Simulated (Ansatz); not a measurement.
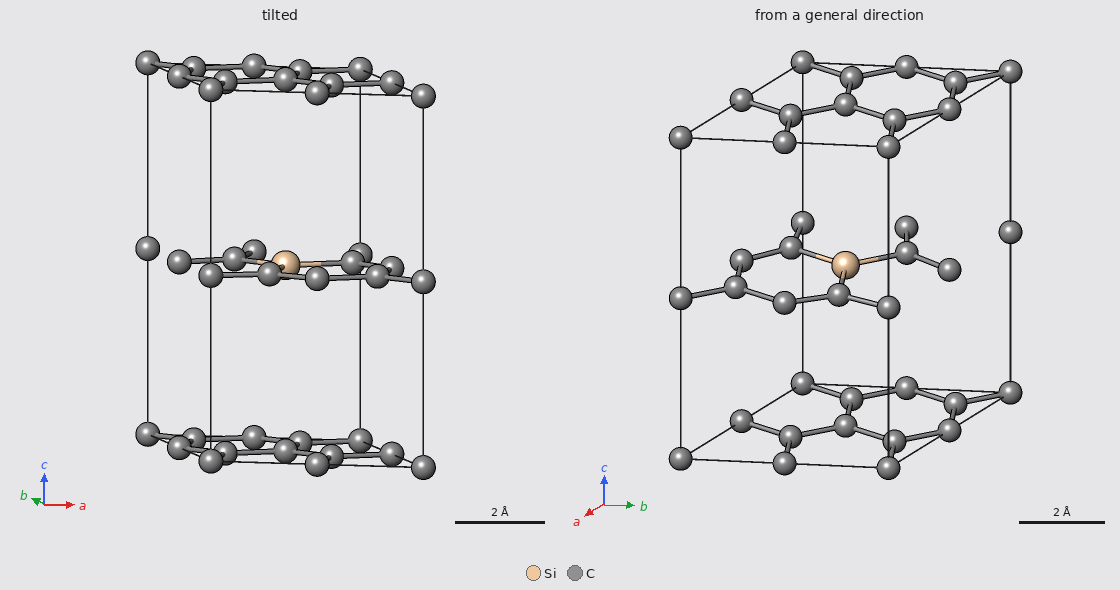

Shown here is a ball-and-stick view of the crystal, taken slightly off an axis and from a general direction. The wireframe shows the supercell. The host is C, in a cell of 16 sites, and the cell is neutral.

Describe the defect.

Answer. Silicon on a carbon site (a substitutional impurity). It is bonded to three C in a trigonal planar arrangement at about 1.6 Å.

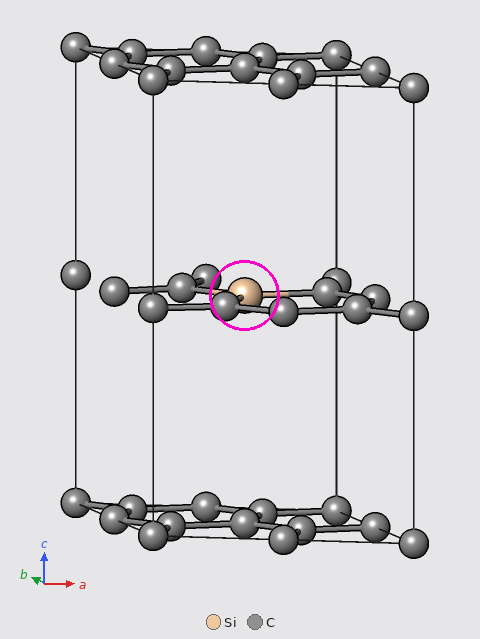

The same cell with a ring at the defect's site.

The atoms were relaxed in the host's cell with DFT PBE, scalar-relativistic, plane waves, PAW in Ansatz.
